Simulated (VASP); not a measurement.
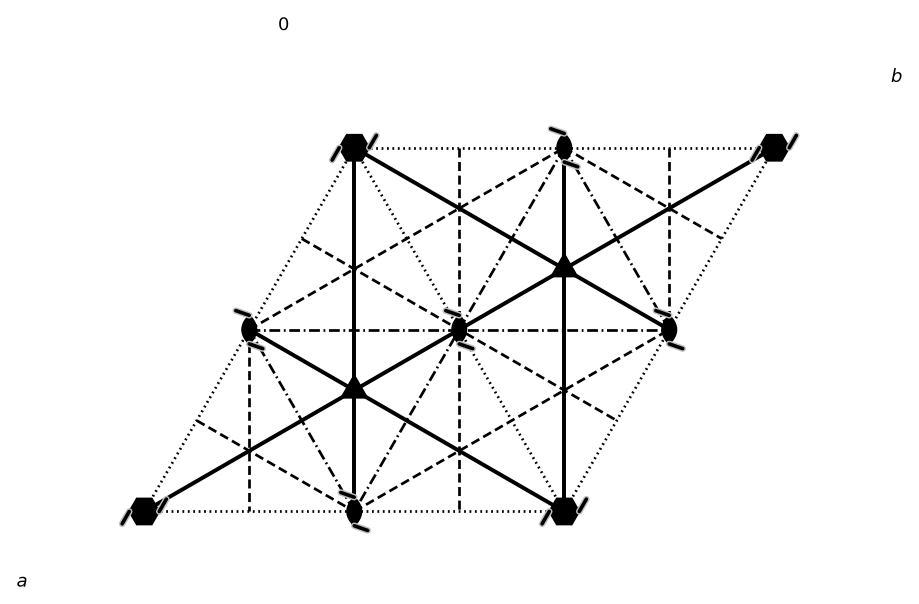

Symmetry elements of a space group, projected down c, computed from the operations of a computed or model structure of composition Ge.

Graphical symbols as in the International Tables (origin upper left, heights as fractions; handed screw axes are marked by their printed symbols).

Question: Give the Hermann–Mauguin symbol and number.

Answer: No. 186, P6_3mc; primitive hexagonal, point group 6mm, 12 general positions a cell.

Question: List the elements shown.

Answer: 6₃ axes along c at (0, 0); 3 axes along c at (1/3, 2/3), (2/3, 1/3); 2₁ axes along c at (0, 1/2), (1/2, 0), (1/2, 1/2); mirror planes holding c and [1 2 0] or [2 1 0] or [−1 1 0]; in-plane glide planes holding c and [1 2 0] or [2 1 0] or [−1 1 0]; c glide planes normal to a*, at x = 0; n glide planes normal to a*, at x = 1/2; c glide planes normal to b*, at y = 0; n glide planes normal to b*, at y = 1/2; c glide planes holding c and [1 1 0]; diagonal glide planes holding c and [1 1 0]. Heights repeat every half period; positions are (a, b) fractions, modulo 1.
